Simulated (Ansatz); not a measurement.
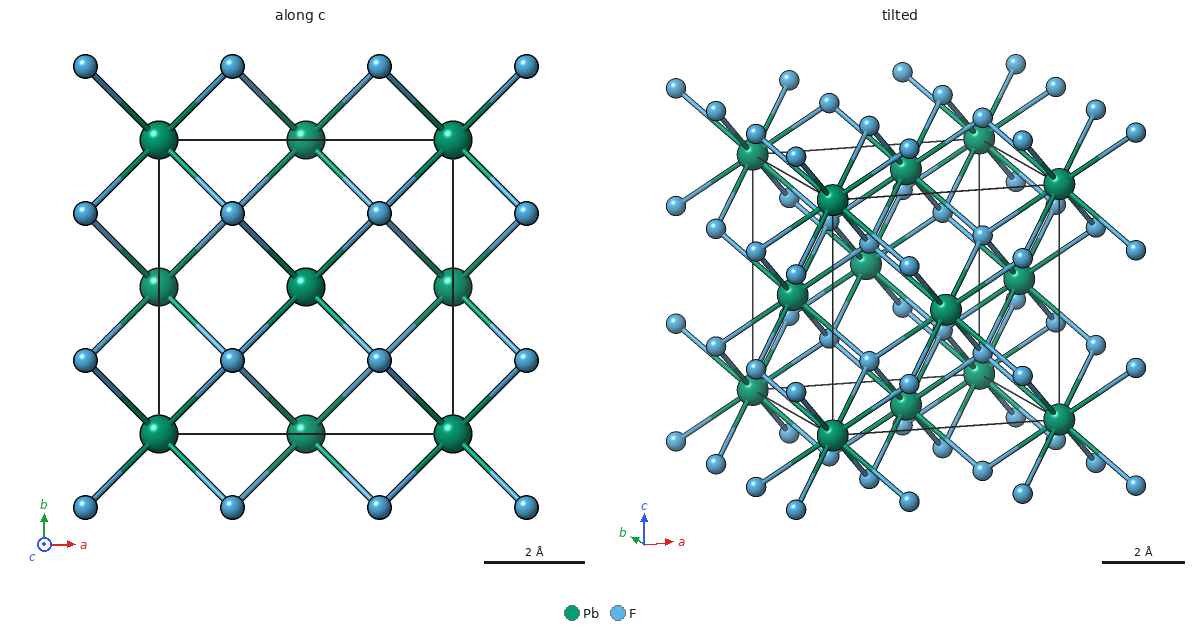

View along the c axis and slightly off an axis, drawn as a ball-and-stick model. The lines enclose the conventional unit cell; boundary atoms appear with their images. A few atoms beyond the faces are included.

PbF$_{2}$, space group Fm-3m (No. 225), a = 5.92 Å, b = 5.92 Å, c = 5.92 Å, α = 90.00°, β = 90.00°, γ = 90.00°.

The calculation used DFT, r2SCAN, plane waves, PAW (Ansatz 0.2.0), with E_cut = 500 eV, k-points about 0.31 Å⁻¹ apart, no spin polarisation.

Question: Does it come out as a metal, or with a gap?

Answer: An insulator at this level, with a gap of 4.96 eV, indirect; the smallest direct gap is 5.07 eV.

Question: How large is ε∞?

Answer: ε∞ averages 3.2.

The cell started as a structure type filled with these elements by a generator (whether the compound takes this form wasn't checked). Earlier steps of the study may have refined or changed the cell and positions. A calculation with Ansatz used it as input.
